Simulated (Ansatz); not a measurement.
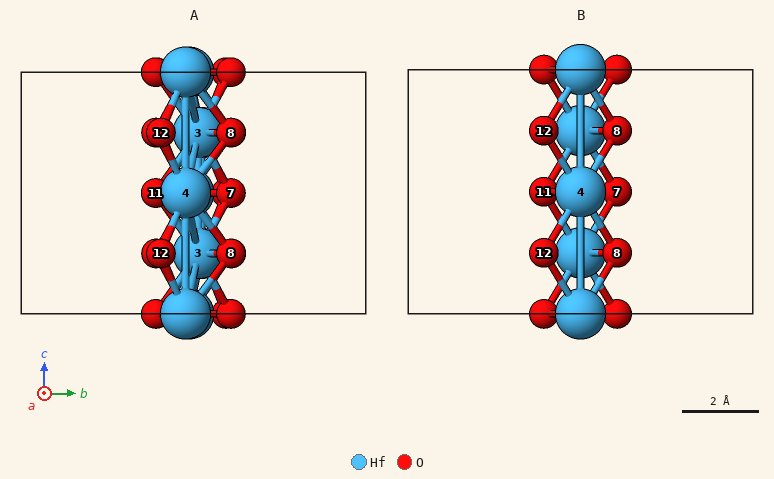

Two geometries of a wire of composition HfO2, drawn at one scale. One is the start of a relaxation, the other its converged end. A ball-and-stick model of the 2 repeat of the cell, with the vacuum cut short, seen along the a axis.

Level of theory: Ansatz 0.2.0, DFT PBEsol, scalar-relativistic, plane waves, PAW. Set-up: plane-wave cutoff 420 eV; k-point mesh 1 × 1 × 17; occupations gaussian; smearing width 0.05 eV; collinear spin; cell relaxed at fixed a, b, alpha, beta, gamma; force threshold 0.02 eV/Å; at most 45 steps.

Question: Which one is relaxed?

Answer: Structure A is the relaxed one. Case: zigzag ribbon, 4 formula units a period, edge spins opposed. The energy falls by 1.132 eV per cell of the calculation in 5 accepted moves (7 points after the start). The largest force component goes from 3.8 to 0.019 eV/Å. The line search rejected the trial step at point 4 of the run. The SCF was repeated once at an unchanged geometry on a basis and grid sized afresh for the cell, which shifted the energy by 6.7 meV per cell of the calculation at most. The largest moves relative to the layer's centre, 0.21 Å, are those of Hf atoms. Largest moves by element: Hf 0.21 Å, O 0.11 Å. Along the periodic axis the drawn cell goes c 6.438 → 6.370 Å (−1.0 %). Near-neighbour distances that change, for instance: Hf–O 2.094 → 1.967 Å, Hf–O 2.094 → 1.990 Å, Hf–O 2.094 → 2.187 Å, Hf–O 2.094 → 2.019 Å. Among the angles between lasting bonds that change: Hf–O–Hf 100.4° → 108.1°, Hf–O–Hf 100.4° → 93.5°, Hf–O–Hf 100.4° → 95.8°. The program noted that the starting moments weren't kept.
